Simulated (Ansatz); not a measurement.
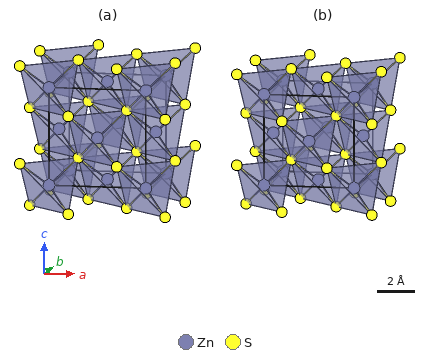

The structure of crystalline ZnS (set up in F-43m) before (left) and after (right) a relaxation, at one scale.

A polyhedral model of the conventional cell (4 times the calculation's cell), seen slightly off an axis. Lengths and directions refer to the drawn axes.

Case: relaxed at 25 GPa.

Computed with DFT PBE, scalar-relativistic, plane waves, PAW (Ansatz).

Input file:
```yaml
crystal:
  lattice:
    - [0.0, 2.7216977293, 2.7216977293]
    - [2.7216977293, 0.0, 2.7216977293]
    - [2.7216977293, 2.7216977293, 0.0]
  atoms:
    - { symbol: Zn, position: [0.0, 0.0, 0.0] }
    - { symbol: S, position: [0.75, 0.75, 0.75] }
basis:
  ecutwfc: 420
kpoints:
  mp_grid: { grid: [10, 10, 10] }
hamiltonian:
  xc: pbe
scf:
  occupations: { method: fixed }
output:
  forces: true
  stress: true
  eigenvalues: true
relax:
  adjacent_minimum: "off"
  f_tol: 0.001
  max_steps: 60
  cell: { stress_tol: 0.02, p_target: 25.0 }
```

Command:
```bash
ansatz run input.yaml --threads 1 --pin off --max-ram 3072MiB --backend cpu --events-out ev --progress --plain --runs-dir out
```

Describe what moved and what it gained.

No atom moves by more than 0.005 Å relative to the cell. The drawn cell changes as follows: a = b = c 5.443 → 5.058 Å (−7.1 %); the volume changes by −19.8 %. Among the contacts that change: Zn1–S2 2.357 → 2.190 Å. The space group stays F-43m (No. 216). After 5 accepted moves (7 points after the start) the energy has risen by 0.510 eV per cell of the calculation. With the target pressure of 25 GPa, the enthalpy E + pV changes by −0.735 eV per cell of the calculation. All forces vanish by symmetry, so only the cell relaxes. The pressure goes from 0.01 to 25.00 GPa. At 2 points the geometry stayed and the basis and grid were re-selected for the new cell (energy shift of 3.0 meV per cell of the calculation at most each time). Cost: 24 s on 1 thread of Arm Neoverse V1, on a shared host, peak memory 0.32 GiB.
